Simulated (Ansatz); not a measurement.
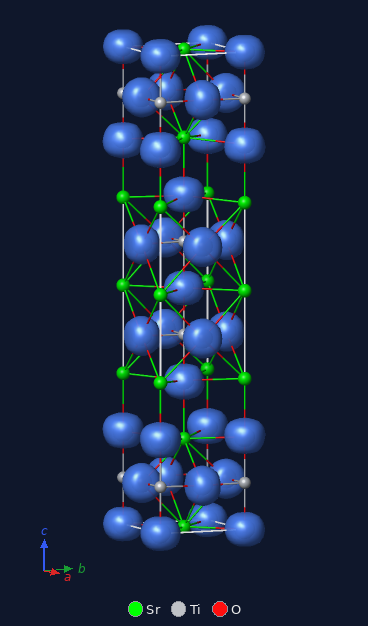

*Sr$_{3}$Ti$_{2}$O$_{7}$. Isosurface of the electron localisation function at 0.75 (blue), seen slightly off an axis. Only the valence region is drawn (cores and ρ < 0.01 e/Å³ removed). Sticks mark near contacts.*

Space group I4/mmm; computed without spin polarisation.

Method: DFT r2SCAN, scalar-relativistic, plane waves, PAW (Ansatz 0.2.0).

```
Sr Ti O
1.0
     3.90209    0.00000    0.00000
     0.00000    3.90209    0.00000
     0.00000    0.00000   20.34450
Sr Ti O
6 4 14
Direct
  0.50000 0.50000 0.00000
  0.00000 0.00000 0.50000
  0.00000 0.00000 0.31569
  0.50000 0.50000 0.81569
  0.50000 0.50000 0.18431
  0.00000 0.00000 0.68431
  0.00000 0.00000 0.09755
  0.50000 0.50000 0.59755
  0.50000 0.50000 0.40245
  0.00000 0.00000 0.90245
  0.00000 0.00000 0.00000
  0.50000 0.50000 0.50000
  0.00000 0.00000 0.19355
  0.50000 0.50000 0.69355
  0.50000 0.50000 0.30645
  0.00000 0.00000 0.80645
  0.00000 0.50000 0.09613
  0.50000 0.00000 0.59613
  0.50000 0.00000 0.09613
  0.00000 0.50000 0.59613
  0.50000 0.00000 0.40387
  0.00000 0.50000 0.90387
  0.00000 0.50000 0.40387
  0.50000 0.00000 0.90387
```

**What do the ELF domains correspond to?**

The surface consists of 14 regions wrapped around O (the valence shell of each), counted in one cell of 24 atoms. Any copies at cell faces, edges or corners count once. Profiles from the grid: Ti–O (1.95 Å): the ELF peaks at about 0.85 in the valence shell of O, 0.6 Å from its nucleus, and is about 0.20 at the midpoint; no shared electron pair shows on this line. Sr–O (2.48 Å): the ELF peaks at about 0.85 in the valence shell of O, 0.7 Å from its nucleus, and drops to about 0.05 between the two atoms (a closed-shell, largely ionic contact).

**Metal or insulator at this level of theory?**

It is gapped, with a Kohn–Sham gap of 2.3 eV on the k-point mesh (the band edges may lie off the mesh, which would make the gap smaller).
